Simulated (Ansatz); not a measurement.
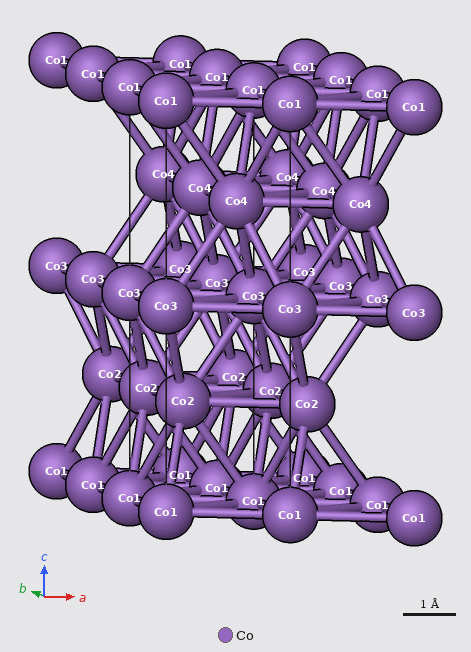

Reference structure: crystalline Co (set up in P6_3/mmc). A ball-and-stick model of the cell of the calculation, repeated 2 × 3 × 1 with one cell outlined, seen slightly off an axis.

Method: Ansatz 0.2.0, DFT PBEsol, scalar-relativistic, plane waves, PAW. Settings: plane-wave cutoff 420 eV; k-point mesh 24 × 24 × 8; occupations gaussian; smearing width 0.1 eV; collinear spin.

Now this is done to it. Equal strain along all axes, −4.0 %, is applied. Symmetry leaves the atoms no freedom, so this is a single point.

**What does the calculation give for the changed structure?**

Near-neighbour distances before and after: Co–Co 2.450 → 2.346 to 2.357 Å. The space group stays P6_3/mmc (No. 194). Energy change: +133 meV per atom. Pressure: 0.2 GPa before, 40.2 GPa after. The principal stresses (compression positive) are 39.8 GPa along c and 40.4 GPa across it. All forces vanish by symmetry. The absolute magnetisation per cell goes from 6.95 to 6.44 μB (net moment 6.42 and 6.03 μB).

The changed structure in the same view:

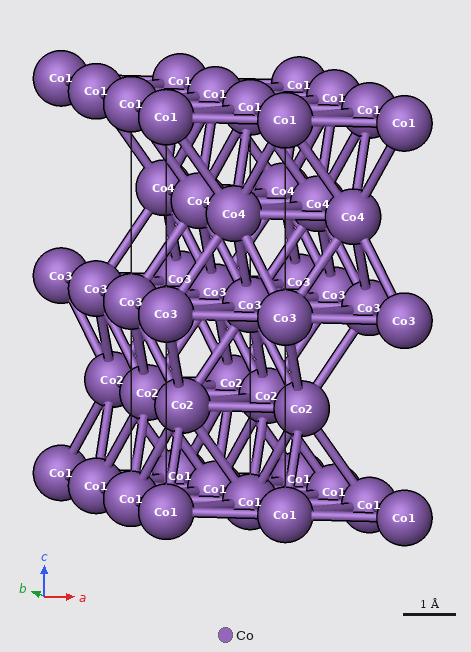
